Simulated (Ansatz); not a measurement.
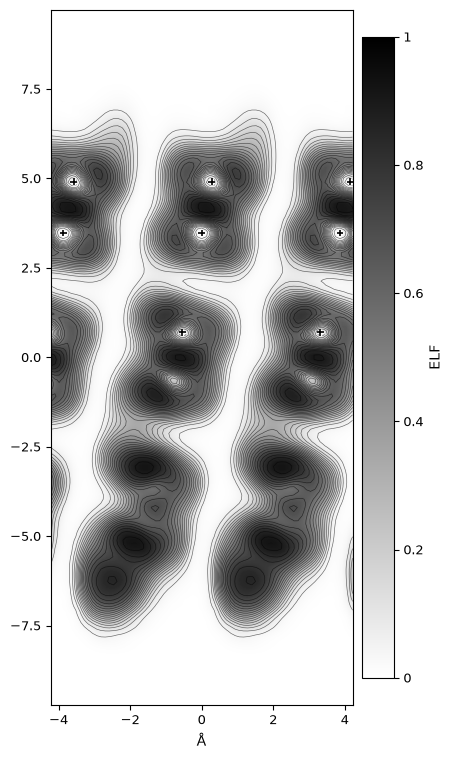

The electron localisation function on a plane through atoms (crosses mark nuclei in the plane).

Method: Ansatz 0.2.0, DFT PBEsol, scalar-relativistic, plane waves, PAW.

Candidates:
A. Co (slab), a = 2.46 Å, b = 2.46 Å, c = 22.94 Å, α = 90.00°, β = 90.00°, γ = 120.00°. Spin-polarised.
B. C (slab), a = 2.46 Å, b = 3.87 Å, c = 26.14 Å, α = 90.00°, β = 90.00°, γ = 108.53°. 

> Which system is this?

Candidate B: C on the (100) plane of the calculation cell, a cut from vacuum to vacuum, which holds C. C–C (1.47 Å): the ELF peaks at about 0.90 between the atoms.
